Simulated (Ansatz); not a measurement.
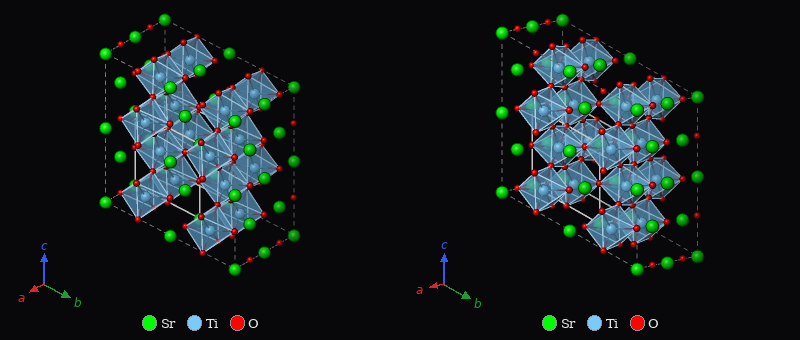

Polyhedra are drawn about Ti (bonds: O–Ti below 2.3 Å); other atoms are plain spheres. Two views of the same piece.

SrTiO3: the end point of a relaxation with DFT, PBEsol, plane waves, PAW in Ansatz; the starting structure was generated, so it need not be a known form of this composition.

Sharing among the drawn polyhedra:

```json
{"site": "Ti", "polyhedron": "TiO6 octahedron", "corner-sharing neighbours": "6", "edge-sharing": "0", "face-sharing": "0", "bond (Å)": "1.88–2.03"}
```

They form a three-dimensional framework of corner-sharing octahedra.
